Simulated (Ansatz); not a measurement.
## Geometry relaxation, with input and output: Mo (part 1 of 2)

System: Mo (slab, 5 atoms in the cell).
Method: DFT, LDA, PAW with Ansatz's default frozen-core files, scalar-relativistic, no spin polarisation (Ansatz 0.2.0).

It belongs to a series of runs on one base structure; here: atoms relaxed, PAW files.

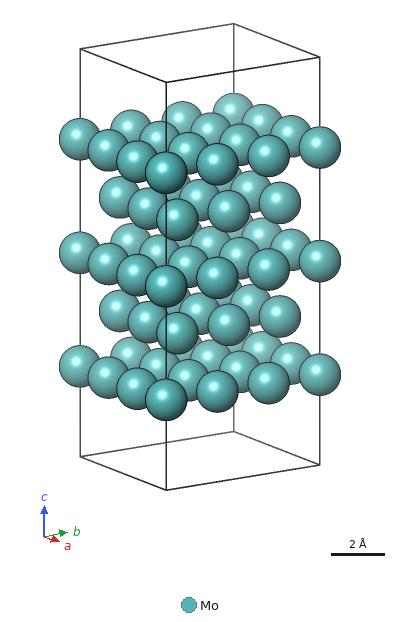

Figure 1. The starting structure (spheres-only view of the 3 × 3 repeat of the cell, with the vacuum cut short, seen slightly off an axis). An atom can appear more than once, as a periodic image.

## Input
```yaml
crystal:
  lattice:
    - [2.6943125793, 0.0, 0.0]
    - [-0.8981041931, 2.5402222606, 0.0]
    - [0.0, 0.0, 24.7996]
  atoms:
    - { symbol: Mo, position: [0.0, 0.0, 0.3225860896] }
    - { symbol: Mo, position: [0.5, 0.5, 0.4112930445] }
    - { symbol: Mo, position: [0.0, 0.0, 0.5] }
    - { symbol: Mo, position: [0.5, 0.5, 0.5887069555] }
    - { symbol: Mo, position: [0.0, 0.0, 0.6774139104] }
kpoints:
  mp_grid: { grid: [13, 13, 1] }
scf:
  occupations: { method: fermi_dirac, width: 0.05 }
hamiltonian:
  xc: lda
  pseudopotentials: { kind: paw }
output:
  forces: true
  stress: true
  eigenvalues: true
  write_density: true
  write_potential: true
  elf: true
  volumetric_format: npy
relax:
  f_tol: 0.01
  max_steps: 40
efield:
  axis: 3
  amplitude: 0
  dipole_correction: true
```

Hardware: 2 threads of Arm Neoverse V1, 24 GiB of memory available, shared host.

Command:
```bash
ansatz run input.yaml --threads 2 --pin off --max-ram 4096MiB --backend cpu --events-out ev --progress --plain --runs-dir out
```

## The program's output
```
Warning: output.stress: scf.convergence.dr2_threshold = 1e-7 eV (the SCF's general default) is looser than the 5e-10 eV advised for a printed stress (1e-10 eV for each atom of the cell: 5). What an SCF threshold leaves in a stress goes as its square root, and in the free energy as the threshold itself, and one threshold admits the most on a small cell: of the crystals measured, under no hybrid functional and no lock of the moments, on runs that ended without the residual-converged pass, on stresses that held no estimate of that error, the worst erred by over 100 MPa in a component at 1e-7 eV an atom and by under 5 at 1e-10. Every solve of this run answers to scf.convergence.dr2_threshold, and the tensor of one is reported: a single SCF on the reported geometry and on this run's grids (its basis.xc_grid and basis.ecutrho_ratio typed), with scf.convergence.dr2_threshold at 5e-10 eV or tighter, prints it and tightens no other solve. Else set scf.convergence.dr2_threshold to 5e-10 eV or tighter. The threshold is an SCF's pass mark: one that does not reach it within its budget of iterations ends unconverged, or closes short of it on a stop that the run arms, and scf.convergence.dr2_threshold's page says what that costs each kind of run
Engine: ansatz 0.2.0, aarch64-unknown-linux-gnu
Pseudopotentials: kind: paw
Pseudopotential: Mo, paw, valence charge 14, recommended cutoff 420 eV (normal), Mo.paw.azcp
Functional definition: SPW92
  exchange = slater_x
  correlation = pw_c
Crystal: 5 atoms, lattice volume = 169.732 Å³
Basis set: ecut = 420 eV, 3361 PW (Γ)
Bands: 42, of which v1, the nominal top of the filled ones, is band 35 counted from 1 (34 counted from 0)
Symmetry: 4 space group operations
k-points: 49 of 169
Non-local potential: Mo, projectors of the file, l = 0: 3, l = 1: 2, l = 2: 2, l = 3: 1
PAW form: soft (Blöchl's): semilocal exchange-correlation on the pseudo side does not see the compensation charge
PAW frozen core: Mo, regenerated for the run's functional, and the local potential with it (the file was generated under x = pbe(κ = 0.804, μ = 0.2195149727645171), c = pbe(β = 0.06672455060314922))
PAW one-centre angular grid: Mo, 590 points (default); XC on 64 Gauss nodes
Initial density: superposition of atomic densities (neutral atoms: chi_scale 0, normalization atom), corrected by the library's trained network
Initial wavefunctions: pseudopotential atomic-orbital guess
Functional: x = slater, c = lda
SCF iter   1: F=—  HF=-24211.488565 eV  |F-HF|=—  |Δ(HF+E_count)|=         —  Δρ=6.00e-3  dr2=4.80e-2  ethr=1.77e-3  p=0.000 e·Å  D=4.29e-14 V/Å  ΔV_dip=-0.00 eV  dr2_dipole=2.79e-6  V_vac-E_F(+/−)=5.02/5.02 eV  ⟨swp⟩=8.8  Hψ=10297  notcnv=0
efield: sawtooth ramp at fractional position 0.9500 (placed from the atoms, in the widest stretch of the axis that holds none; the zero of the levels goes with the place), width 0.1000; the density the first Hamiltonian is built on has a dipole p = 0.000 e·Å; the dipole correction subtracts the counter field D = 4.29e-14 V/Å, which shifts the + side's vacuum level by -0.00 eV against the − side's; the planar-averaged density in the ramp window peaks in size at 4.7e-5 e/Å³
preconditioner: auto → LDOS  [metal: Δε(μ)=0.006 eV  Ē_g=4.078 eV  σ=0.050 eV  W_gap=0.03  n_scr=18 (ndim 8)  ℏωp=15.6 eV  f_vac=0.489  D(μ)=4.50/eV (n_scr^D=16)  β→1.0]
SCF iter   2: F=—  HF=-24211.486039 eV  |F-HF|=—  |Δ(HF+E_count)|=   2.53e-3  Δρ=2.08e-3  dr2=1.73e-2  ethr=6.85e-5  p=0.000 e·Å  D=1.80e-5 V/Å  ΔV_dip=-0.00 eV  dr2_dipole=3.83e-6  V_vac-E_F(+/−)=4.96/4.96 eV  ⟨swp⟩=3.2  Hψ=4772  notcnv=0  defer=13
SCF iter   3: F=—  HF=-24211.483296 eV  |F-HF|=—  |Δ(HF+E_count)|=   2.74e-3  Δρ=6.25e-4  dr2=2.14e-3  ethr=2.47e-5  p=0.000 e·Å  D=3.50e-6 V/Å  ΔV_dip=-0.00 eV  dr2_dipole=3.13e-7  V_vac-E_F(+/−)=4.97/4.97 eV  ⟨swp⟩=2.2  Hψ=3524  notcnv=0  defer=13
SCF iter   4: F=—  HF=-24211.482924 eV  |F-HF|=—  |Δ(HF+E_count)|=   3.73e-4  Δρ=1.38e-4  dr2=4.74e-5  ethr=3.06e-6  p=0.000 e·Å  D=1.63e-6 V/Å  ΔV_dip=-0.00 eV  dr2_dipole=5.89e-8  V_vac-E_F(+/−)=4.95/4.95 eV  ⟨swp⟩=2.9  Hψ=3710  notcnv=0  defer=13
SCF iter   5: F=—  HF=-24211.482924 eV  |F-HF|=—  |Δ(HF+E_count)|=   6.86e-7  Δρ=3.97e-5  dr2=7.25e-6  ethr=6.77e-8  p=0.000 e·Å  D=3.38e-7 V/Å  ΔV_dip=-0.00 eV  dr2_dipole=7.12e-9  V_vac-E_F(+/−)=4.95/4.95 eV  ⟨swp⟩=2.7  Hψ=3756  notcnv=0  defer=12
SCF iter   6: F=-24211.482925 eV  HF=-24211.482926 eV  |F-HF|=7.85e-7  |Δ(HF+E_count)|=   1.70e-6  Δρ=1.78e-5  dr2=1.46e-6  ethr=3.57e-9  p=0.000 e·Å  D=1.67e-8 V/Å  ΔV_dip=-0.00 eV  dr2_dipole=3.13e-10  V_vac-E_F(+/−)=4.95/4.95 eV  ⟨swp⟩=16.6  Hψ=19968  notcnv=0
SCF 1 converged in 6 iterations: F = -24211.482925 eV  dr2 = 1.46e-6
  greatest PAW one-centre occupation: 0.999 electrons in one spin orbital (limit 2), on the Mo atom at site 2 (counted from 0), in its partial waves of l = 0
relax step   1: F+E_penalty+E_count = -24211.48292513 eV  Δ(F+E_penalty+E_count) = +0.000e0 eV  max|allowed force component| = 6.598e-1 eV/Å  Δτ_max = 0.0000 Å  (6 SCF iters, dr2 threshold 2.50e-6 eV, accepted)
Initial density: handed on by an earlier stage of this run
Initial wavefunctions: those handed on with the density
iter 1 solved again at ethr=2.34e-3 eV; its pass at ethr=3.10e-3 eV (dr2=1.64e0 eV) is discarded
SCF iter   1: F=—  HF=-24211.614270 eV  |F-HF|=—  |Δ(HF+E_count)|=         —  Δρ=1.75e-2  dr2=1.66e0  ethr=2.34e-3  p=0.000 e·Å  D=1.67e-8 V/Å  ΔV_dip=-0.00 eV  dr2_dipole=6.14e-12  V_vac-E_F(+/−)=4.98/4.98 eV  ⟨swp⟩=1.1  Hψ=9186  notcnv=0  defer=1
efield: sawtooth ramp at fractional position 0.9500 (handed on by an earlier solve), width 0.1000; the density the first Hamiltonian is built on has a dipole p = 0.000 e·Å; the dipole correction subtracts the counter field D = 1.67e-8 V/Å, which shifts the + side's vacuum level by -0.00 eV against the − side's; the planar-averaged density in the ramp window peaks in size at 4.7e-6 e/Å³
preconditioner: auto → LDOS  [metal: Δε(μ)=0.016 eV  Ē_g=4.290 eV  σ=0.050 eV  W_gap=0.08  n_scr=18 (ndim 8)  ℏωp=15.6 eV  f_vac=0.507  D(μ)=4.17/eV (n_scr^D=16)  β→1.0]
SCF iter   2: F=—  HF=-24211.532100 eV  |F-HF|=—  |Δ(HF+E_count)|=   8.22e-2  Δρ=8.35e-3  dr2=3.80e-1  ethr=2.34e-3  p=0.000 e·Å  D=5.72e-7 V/Å  ΔV_dip=-0.00 eV  dr2_dipole=2.77e-11  V_vac-E_F(+/−)=4.71/4.71 eV  ⟨swp⟩=2.5  Hψ=3406  notcnv=0  defer=1
SCF iter   3: F=—  HF=-24211.493162 eV  |F-HF|=—  |Δ(HF+E_count)|=   3.89e-2  Δρ=2.95e-3  dr2=5.04e-2  ethr=5.42e-4  p=0.000 e·Å  D=5.46e-7 V/Å  ΔV_dip=-0.00 eV  dr2_dipole=7.19e-11  V_vac-E_F(+/−)=4.78/4.78 eV  ⟨swp⟩=3.1  Hψ=4052  notcnv=0  defer=20
SCF iter   4: F=—  HF=-24211.484824 eV  |F-HF|=—  |Δ(HF+E_count)|=   8.34e-3  Δρ=7.89e-4  dr2=2.50e-3  ethr=7.20e-5  p=0.000 e·Å  D=4.25e-7 V/Å  ΔV_dip=-0.00 eV  dr2_dipole=1.92e-12  V_vac-E_F(+/−)=4.74/4.74 eV  ⟨swp⟩=2.9  Hψ=3624  notcnv=0  defer=21
SCF iter   5: F=—  HF=-24211.484648 eV  |F-HF|=—  |Δ(HF+E_count)|=   1.76e-4  Δρ=2.22e-4  dr2=1.24e-4  ethr=3.58e-6  p=0.000 e·Å  D=1.77e-7 V/Å  ΔV_dip=-0.00 eV  dr2_dipole=7.25e-12  V_vac-E_F(+/−)=4.74/4.74 eV  ⟨swp⟩=2.7  Hψ=3338  notcnv=0  defer=21
SCF iter   6: F=-24211.484673 eV  HF=-24211.484673 eV  |F-HF|=2.09e-7  |Δ(HF+E_count)|=   2.50e-5  Δρ=6.30e-5  dr2=8.55e-6  ethr=3.89e-8  p=-0.000 e·Å  D=-6.37e-8 V/Å  ΔV_dip=0.00 eV  dr2_dipole=3.05e-13  V_vac-E_F(+/−)=4.73/4.73 eV  ⟨swp⟩=16.5  Hψ=22810  notcnv=0
SCF 2 converged in 6 iterations: F = -24211.484673 eV  dr2 = 8.55e-6
  greatest PAW one-centre occupation: 0.999 electrons in one spin orbital (limit 2), on the Mo atom at site 0 (counted from 0), in its partial waves of l = 0
relax step   2: F+E_penalty+E_count = -24211.48467304 eV  Δ(F+E_penalty+E_count) = -1.748e-3 eV  max|allowed force component| = 8.074e-1 eV/Å  Δτ_max = 0.1878 Å  (6 SCF iters, dr2 threshold 2.72e-5 eV, accepted)
iter 1 solved again at ethr=7.65e-4 eV; its pass at ethr=3.10e-3 eV (dr2=5.35e-1 eV) is discarded
SCF iter   1: F=—  HF=-24211.589891 eV  |F-HF|=—  |Δ(HF+E_count)|=         —  Δρ=9.31e-3  dr2=5.53e-1  ethr=7.65e-4  p=-0.000 e·Å  D=-6.37e-8 V/Å  ΔV_dip=0.00 eV  dr2_dipole=9.16e-12  V_vac-E_F(+/−)=4.72/4.72 eV  ⟨swp⟩=1.6  Hψ=7029  notcnv=0  defer=17
efield: sawtooth ramp at fractional position 0.9500 (handed on by an earlier solve), width 0.1000; the density the first Hamiltonian is built on has a dipole p = -0.000 e·Å; the dipole correction subtracts the counter field D = -6.37e-8 V/Å, which shifts the + side's vacuum level by +0.00 eV against the − side's; the planar-averaged density in the ramp window peaks in size at 2.6e-6 e/Å³
preconditioner: auto → LDOS  [metal: Δε(μ)=0.011 eV  Ē_g=4.165 eV  σ=0.050 eV  W_gap=0.05  n_scr=18 (ndim 8)  ℏωp=15.6 eV  f_vac=0.494  D(μ)=4.06/eV (n_scr^D=16)  β→1.0]
SCF iter   2: F=—  HF=-24211.565502 eV  |F-HF|=—  |Δ(HF+E_count)|=   2.44e-2  Δρ=4.40e-3  dr2=9.94e-2  ethr=7.65e-4  p=-0.000 e·Å  D=-1.91e-7 V/Å  ΔV_dip=0.00 eV  dr2_dipole=5.30e-13  V_vac-E_F(+/−)=4.79/4.79 eV  ⟨swp⟩=2.9  Hψ=3150  notcnv=0  defer=17
SCF iter   3: F=—  HF=-24211.556244 eV  |F-HF|=—  |Δ(HF+E_count)|=   9.26e-3  Δρ=1.84e-3  dr2=1.89e-2  ethr=1.42e-4  p=-0.000 e·Å  D=-1.12e-7 V/Å  ΔV_dip=0.00 eV  dr2_dipole=1.76e-12  V_vac-E_F(+/−)=4.79/4.79 eV  ⟨swp⟩=3.7  Hψ=4325  notcnv=0  defer=18
SCF iter   4: F=—  HF=-24211.553597 eV  |F-HF|=—  |Δ(HF+E_count)|=   2.65e-3  Δρ=4.84e-4  dr2=1.17e-3  ethr=2.69e-5  p=-0.000 e·Å  D=-6.68e-8 V/Å  ΔV_dip=0.00 eV  dr2_dipole=4.93e-13  V_vac-E_F(+/−)=4.80/4.80 eV  ⟨swp⟩=2.4  Hψ=3045  notcnv=0  defer=19
SCF iter   5: F=—  HF=-24211.553513 eV  |F-HF|=—  |Δ(HF+E_count)|=   8.47e-5  Δρ=1.02e-4  dr2=5.38e-5  ethr=1.68e-6  p=-0.000 e·Å  D=-5.03e-8 V/Å  ΔV_dip=0.00 eV  dr2_dipole=5.85e-14  V_vac-E_F(+/−)=4.80/4.80 eV  ⟨swp⟩=2.2  Hψ=2834  notcnv=0  defer=18
SCF iter   6: F=-24211.553510 eV  HF=-24211.553510 eV  |F-HF|=4.15e-9  |Δ(HF+E_count)|=   2.76e-6  Δρ=2.90e-5  dr2=1.59e-6  ethr=5.82e-8  p=-0.000 e·Å  D=-3.40e-8 V/Å  ΔV_dip=0.00 eV  dr2_dipole=1.55e-13  V_vac-E_F(+/−)=4.80/4.80 eV  ⟨swp⟩=18.8  Hψ=22351  notcnv=0
SCF 3 converged in 6 iterations: F = -24211.553510 eV  dr2 = 1.59e-6
relax step   3: F+E_penalty+E_count = -24211.55350991 eV  Δ(F+E_penalty+E_count) = -6.884e-2 eV  max|allowed force component| = 1.492e-1 eV/Å  Δτ_max = 0.0942 Å  (6 SCF iters, dr2 threshold 4.07e-5 eV, accepted)
SCF iter   1: F=—  HF=-24211.555556 eV  |F-HF|=—  |Δ(HF+E_count)|=         —  Δρ=1.03e-3  dr2=6.78e-3  ethr=7.18e-5  p=-0.000 e·Å  D=-3.40e-8 V/Å  ΔV_dip=0.00 eV  dr2_dipole=7.58e-12  V_vac-E_F(+/−)=4.80/4.80 eV  ⟨swp⟩=2.1  Hψ=3620  notcnv=0  defer=14
efield: sawtooth ramp at fractional position 0.9500 (handed on by an earlier solve), width 0.1000; the density the first Hamiltonian is built on has a dipole p = -0.000 e·Å; the dipole correction subtracts the counter field D = -3.40e-8 V/Å, which shifts the + side's vacuum level by +0.00 eV against the − side's; the planar-averaged density in the ramp window peaks in size at 2.0e-6 e/Å³
preconditioner: auto → LDOS  [metal: Δε(μ)=0.007 eV  Ē_g=4.162 eV  σ=0.050 eV  W_gap=0.04  n_scr=18 (ndim 8)  ℏωp=15.6 eV  f_vac=0.494  D(μ)=4.21/eV (n_scr^D=16)  β→1.0]
SCF iter   2: F=—  HF=-24211.555170 eV  |F-HF|=—  |Δ(HF+E_count)|=   3.86e-4  Δρ=4.09e-4  dr2=9.64e-4  ethr=9.68e-6  p=0.000 e·Å  D=2.04e-8 V/Å  ΔV_dip=-0.00 eV  dr2_dipole=1.58e-13  V_vac-E_F(+/−)=4.81/4.81 eV  ⟨swp⟩=2.0  Hψ=2981  notcnv=0  defer=15
SCF iter   3: F=—  HF=-24211.555094 eV  |F-HF|=—  |Δ(HF+E_count)|=   7.58e-5  Δρ=1.77e-4  dr2=2.17e-4  ethr=1.38e-6  p=0.000 e·Å  D=7.59e-9 V/Å  ΔV_dip=-0.00 eV  dr2_dipole=9.60e-14  V_vac-E_F(+/−)=4.81/4.81 eV  ⟨swp⟩=3.6  Hψ=4050  notcnv=0  defer=15
SCF iter   4: F=—  HF=-24211.555060 eV  |F-HF|=—  |Δ(HF+E_count)|=   3.47e-5  Δρ=4.78e-5  dr2=1.26e-5  ethr=3.10e-7  p=0.000 e·Å  D=5.71e-9 V/Å  ΔV_dip=-0.00 eV  dr2_dipole=1.04e-13  V_vac-E_F(+/−)=4.81/4.81 eV  ⟨swp⟩=2.2  Hψ=2919  notcnv=0  defer=15
SCF iter   5: F=-24211.555059 eV  HF=-24211.555059 eV  |F-HF|=4.38e-7  |Δ(HF+E_count)|=   2.42e-7  Δρ=1.14e-5  dr2=7.71e-7  ethr=1.99e-9  p=0.000 e·Å  D=1.06e-8 V/Å  ΔV_dip=-0.00 eV  dr2_dipole=1.85e-15  V_vac-E_F(+/−)=4.81/4.81 eV  ⟨swp⟩=14.3  Hψ=20587  notcnv=0
SCF 4 converged in 5 iterations: F = -24211.555059 eV  dr2 = 7.71e-7
  greatest PAW one-centre occupation: 0.999 electrons in one spin orbital (limit 2), on the Mo atom at site 4 (counted from 0), in its partial waves of l = 0
relax step   4: F+E_penalty+E_count = -24211.55505904 eV  Δ(F+E_penalty+E_count) = -1.549e-3 eV  max|allowed force component| = 4.119e-3 eV/Å  Δτ_max = 0.0087 Å  (5 SCF iters, dr2 threshold 1.39e-6 eV, accepted)
iter 1 solved again at ethr=1.10e-9 eV; its pass at ethr=3.10e-3 eV (dr2=7.71e-7 eV) is discarded
SCF iter   1: F=—  HF=-24211.555059 eV  |F-HF|=—  |Δ(HF+E_count)|=         —  Δρ=1.14e-5  dr2=7.71e-7  ethr=1.10e-9  p=0.000 e·Å  D=1.06e-8 V/Å  ΔV_dip=-0.00 eV  dr2_dipole=3.82e-14  V_vac-E_F(+/−)=4.81/4.81 eV  ⟨swp⟩=1.0  Hψ=5292  notcnv=0
efield: sawtooth ramp at fractional position 0.9500 (handed on by an earlier solve), width 0.1000; the density the first Hamiltonian is built on has a dipole p = 0.000 e·Å; the dipole correction subtracts the counter field D = 1.06e-8 V/Å, which shifts the + side's vacuum level by -0.00 eV against the − side's; the planar-averaged density in the ramp window peaks in size at 1.9e-6 e/Å³
preconditioner: auto → LDOS  [metal: Δε(μ)=0.008 eV  Ē_g=4.162 eV  σ=0.050 eV  W_gap=0.04  n_scr=18 (ndim 8)  ℏωp=15.6 eV  f_vac=0.494  D(μ)=4.18/eV (n_scr^D=16)  β→1.0]
SCF iter   2: F=—  HF=-24211.555060 eV  |F-HF|=—  |Δ(HF+E_count)|=   3.92e-8  Δρ=5.32e-6  dr2=1.05e-7  ethr=1.10e-9  p=0.000 e·Å  D=1.17e-8 V/Å  ΔV_dip=-0.00 eV  dr2_dipole=2.48e-14  V_vac-E_F(+/−)=4.81/4.81 eV  ⟨swp⟩=2.0  Hψ=2717  notcnv=0
SCF iter   3: F=-24211.555059 eV  HF=-24211.555060 eV  |F-HF|=7.70e-8  |Δ(HF+E_count)|=   2.14e-8  Δρ=3.88e-6  dr2=9.53e-8  ethr=1.43e-10  p=0.000 e·Å  D=1.09e-8 V/Å  ΔV_dip=-0.00 eV  dr2_dipole=1.42e-14  V_vac-E_F(+/−)=4.81/4.81 eV  ⟨swp⟩=11.9  Hψ=16561  notcnv=0
SCF 5 converged in 3 iterations: F = -24211.555059 eV  dr2 = 9.53e-8
relax step   5: F+E_penalty+E_count = -24211.55505947 eV  Δ(F+E_penalty+E_count) = -4.221e-7 eV  max|allowed force component| = 3.734e-3 eV/Å  Δτ_max = 0.0000 Å  (3 SCF iters, accepted)
```

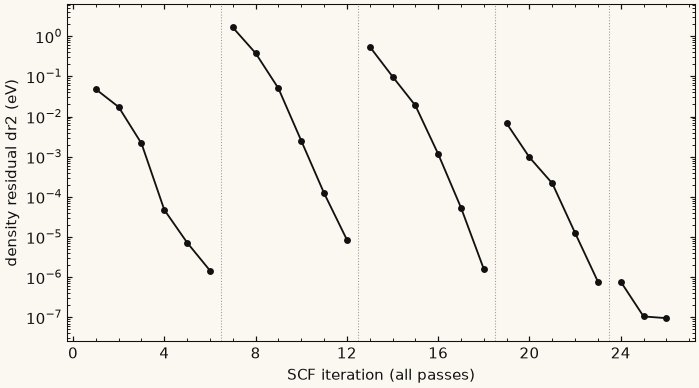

Figure 2. Convergence of the self-consistent field: density residual dr2 against the SCF iteration. The dotted lines part the SCF passes of the relaxation: geometry steps, rejected trials and re-solves on a re-selected basis. The 5 passes take 3 to 6 iterations each, 26 in all.

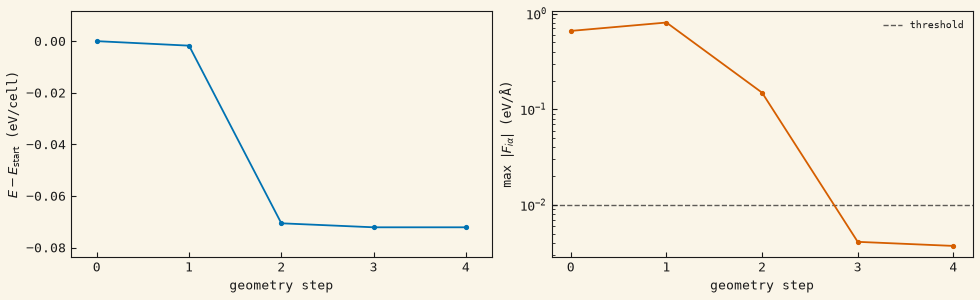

Figure 3. Progress of the relaxation, step by step (the first geometry is step 0 here and step 1 in the log).

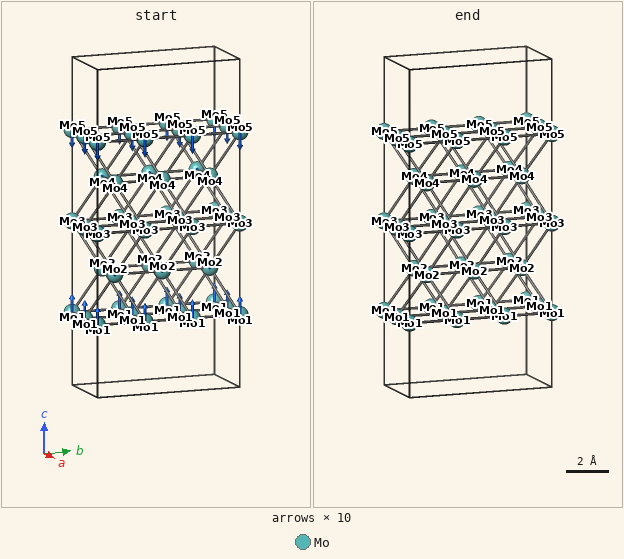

Figure 4. Before (left) and after (right) the relaxation, at one scale (ball-and-stick view of the 2 × 3 repeat of the cell, with the vacuum cut short, seen slightly off an axis). The blue arrows give the displacements, magnified 10 times. Over 4 geometry steps the energy falls by 72.1 meV per cell of the calculation. The largest force component goes from 0.66 to 0.0037 eV/Å. The largest moves, 0.091 Å, are those of Mo1 and Mo5. The lattice vectors keep their values. Distances before and after: Mo1–Mo2 2.694 → 2.612 Å, Mo2–Mo3 2.694 → 2.704 Å. Among the angles that change: Mo2–Mo1–Mo2 70.5° → 73.1°. (Atoms are counted from 1 in the order of the input.)
